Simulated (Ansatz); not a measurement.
**B₂As: density, localisation and related maps**

Input

```
crystal:
  lattice:
    - [2.7117534772, -2.5591635707, -0.0115687625]
    - [2.7117534772, 2.5591635707, -0.0115687625]
    - [-1.6718334278, 0.0, 5.0594206172]
  atoms:
    - { symbol: B, position: [0.172215901, 0.4746022989, 0.4210565911] }
    - { symbol: B, position: [0.5253977011, 0.827784099, 0.0789434089] }
    - { symbol: B, position: [0.827784099, 0.5253977011, 0.5789434089] }
    - { symbol: B, position: [0.4746022989, 0.172215901, 0.9210565911] }
    - { symbol: As, position: [0.0, 0.5, 0.0] }
    - { symbol: As, position: [0.5, 0.0, 0.5] }
basis:
  ecutwfc: 420
kpoints:
  mp_grid: { grid: [10, 10, 8] }
  band_path:
    path:
      - [[0.0, 0.0, 0.0], [-0.49766641, 0.49766641, 0.0]]
      - [[-0.50233359, -0.49766641, 0.0], [-0.5, -0.5, 0.0], [0.0, 0.0, 0.0], [-0.5, -0.5, 0.5], [-0.58244673, -0.41755327, 0.5]]
      - [[-0.41755327, 0.41755327, 0.5], [0.0, 0.0, 0.5], [0.0, 0.0, 0.0]]
      - [[-0.5, 0.0, 0.5], [0.0, 0.0, 0.0], [-0.5, 0.0, 0.0]]
    npoints: 14
hamiltonian:
  xc: pbe
scf:
  occupations: { method: gaussian, width: 0.1 }
  n_extra_bands: 15
output:
  forces: true
  stress: true
  eigenvalues: true
  populations: true
  dos: { projected: true, de: 0.02, nscf_kmesh: { grid: [12, 12, 10] } }
  bader: true
  write_density: true
  write_potential: true
  elf: true
  volumetric_format: npy
```

Launched as:

```sh
ansatz run input.yaml --threads 1 --pin off --max-ram 2560MiB --backend cpu --events-out ev --progress --plain --runs-dir out
```

Below, planes, directions and counts refer to the conventional cell (a = 5.42 Å, b = 5.12 Å, c = 5.33 Å, α = 90.00°, β = 108.53°, γ = 90.00°).

Space group C2/c; a structure generated by program, which may or may not match a known phase.

Method: DFT PBE, scalar-relativistic, plane waves, PAW (Ansatz).

In a PAW calculation such maps are meaningful between the atoms, not at the nuclei.

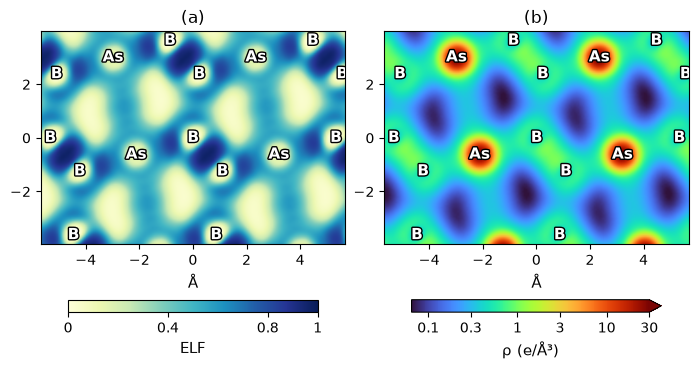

Figure 1. (a) electron localisation function; (b) valence electron density on the (110) plane of the conventional cell.

Interpret the plot.

Answer.
- The section cuts through B and As sites.
- B–B (1.67 Å): ρ at the midpoint is about 1.1 e/Å³; the ELF peaks at about 0.95 between the atoms.
- B–As (2.21 Å): ρ at the midpoint is about 0.59 e/Å³; the ELF peaks at about 0.85 between the atoms.
- Between the atoms the lowest density in this plane is 0.06 e/Å³.

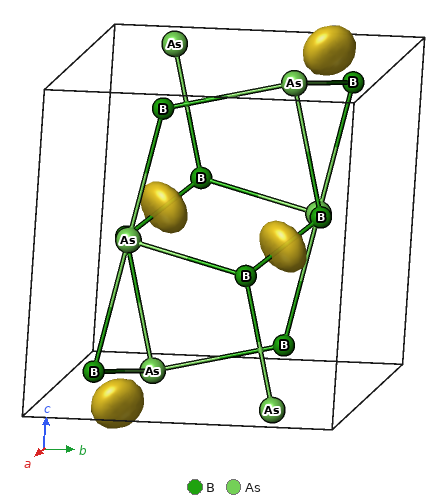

Figure 2. Isosurface of the ELF at 0.9 (yellow), seen slightly off an axis. Only the valence region is drawn (cores and ρ < 0.01 e/Å³ removed). Sticks mark near contacts.

Identify the bonds, lone pairs and shells in this picture.

Answer. At this value the surface marks out four regions between bonded B–B atoms, counted in one cell of 12 atoms. Regions shared between cells count once.


 B–As (2.16 Å): the ELF peaks at about 0.80 between the atoms.

Which way does charge flow, and how much by Bader's partition?

Answer. Very little charge moves. Bader charges: B +0.03 and As −0.06 e.

Does the calculation make it a metal, or give it a gap?

Answer. It is gapless in this calculation (a metal or semimetal).
